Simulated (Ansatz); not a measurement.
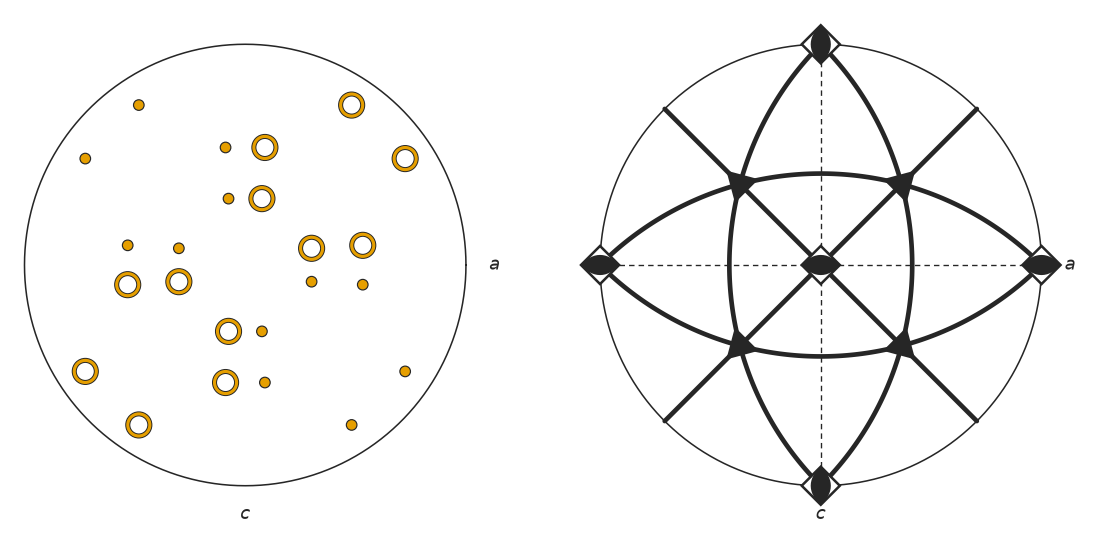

Stereographic projection: filled dots lie in the upper hemisphere, open rings in the lower; heavy lines are mirror planes (a heavy rim: a mirror in the plane of the page); lens, triangle, square and hexagon are 2-, 3-, 4- and 6-fold axes, a lens in an open square is −4, a triangle in an open hexagon −6; thin dashed diameters join the ends of axes that lie in the page; a small open circle marks inversion. The b axis points at the viewer. Left: one general form; right: the symmetry elements. Computed from the symmetry operations of a computed or model structure of composition AlAs.

### Identify the point group and its elements.

-43m (Td), order 24, cubic system: three −4 axes, four threefold axes, six mirror planes.

### Which physical properties does it allow?

It is not centrosymmetric; not polar, but piezoelectricity is allowed; it is not chiral.
